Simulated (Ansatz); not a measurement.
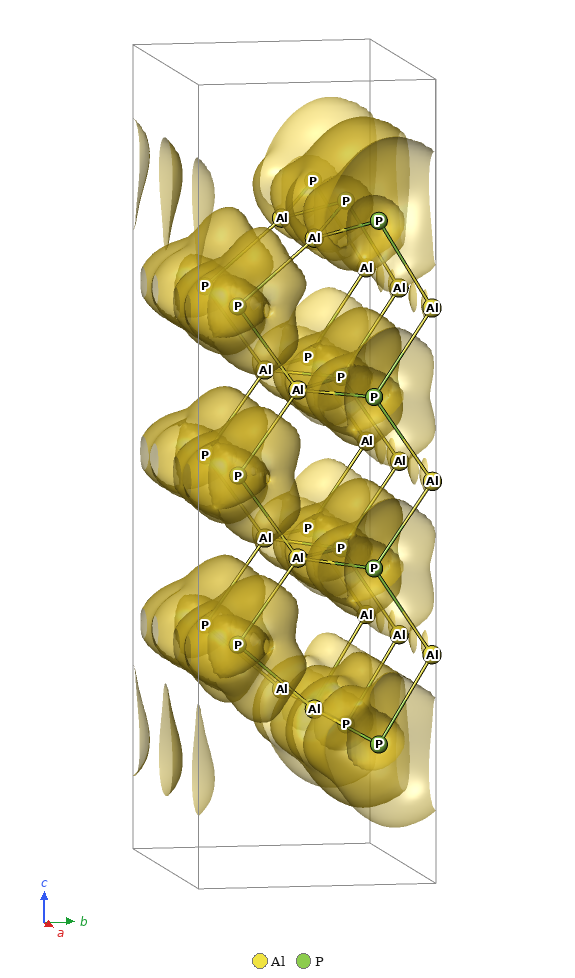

Figure. AlP (slab). Isosurface of the electron localisation function at 0.7 (yellow), seen slightly off an axis. Only the valence region is drawn (cores and ρ < 0.01 e/Å³ removed). Sticks mark near contacts.

Method: DFT r2SCAN, scalar-relativistic, plane waves, PAW in Ansatz 0.2.0.

Where are the electrons localised?

The ELF exceeds this value in seven regions on P in which the atom's valence shell and bonds are merged, counted in one cell of 14 atoms. Counts are for one cell; the picture repeats the cell along the surface. Profiles from the grid: Al–P (2.31 Å): the ELF peaks at about 0.95 between the atoms: a shared electron pair. Al–P (2.36 Å): the ELF peaks at about 0.95 between the atoms; a shared electron pair.
